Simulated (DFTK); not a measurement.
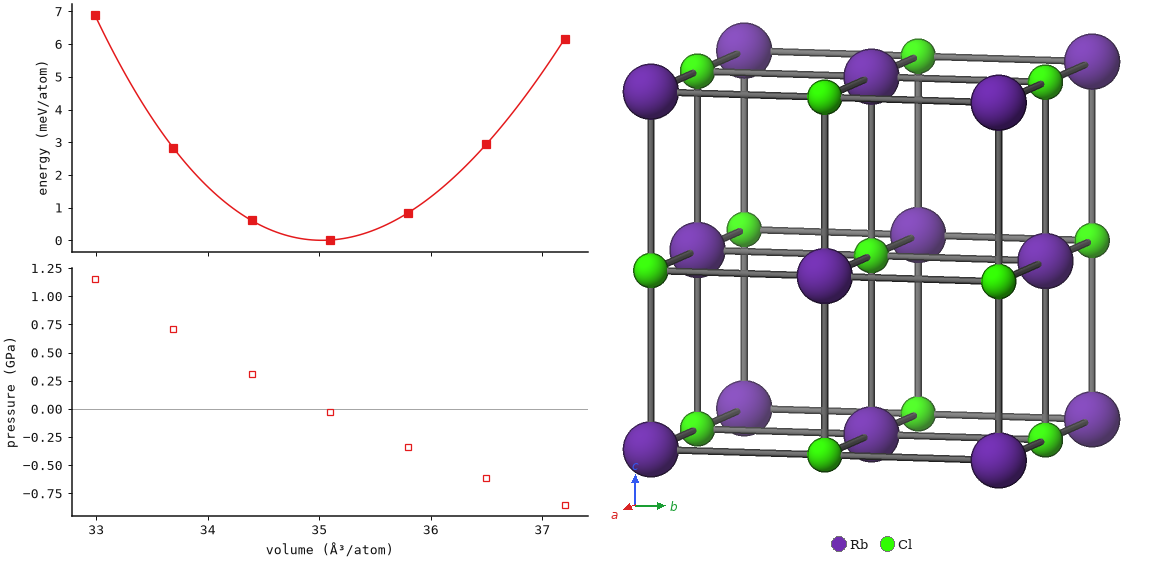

Calculation (DFTK 0.8.2): plane-wave DFT, no spin polarisation; energies at scaled volumes of the given cell, shape and fractions fixed, counted from the fit's minimum, third-order Birch-Murnaghan fit. Level: PBEsol.

```csv
setting,value
k mesh,7×7×7
occupations,Fermi–Dirac
smearing width,0.05 eV
potentials,dojo.nc.sr.pbesol.v0_4_1.standard
wave cutoff,898 eV
```

Cell as given: a = 4.630 Å, b = 4.630 Å, c = 4.630 Å, α = 60.00°, β = 60.00°, γ = 60.00°; 2 atoms.

**Figure.** Energy and pressure against volume for RbCl, space group Fm-3m (No. 225). The conventional cell is drawn beside the plot.

A third-order Birch–Murnaghan fit gives V0 = 35.02 Å³/atom, B0 = 16.5 GPa and B′ = 5.2. The energy is 6.89 meV/atom at volume 32.99 Å³/atom and 6.16 meV/atom at 37.20 Å³/atom; the lowest computed point is at volume 35.09 Å³/atom (0.01 meV/atom). The pressure falls from 1.15 GPa at volume 32.99 Å³/atom to −0.85 GPa at 37.20 Å³/atom, and changes sign near 35.03 Å³/atom.
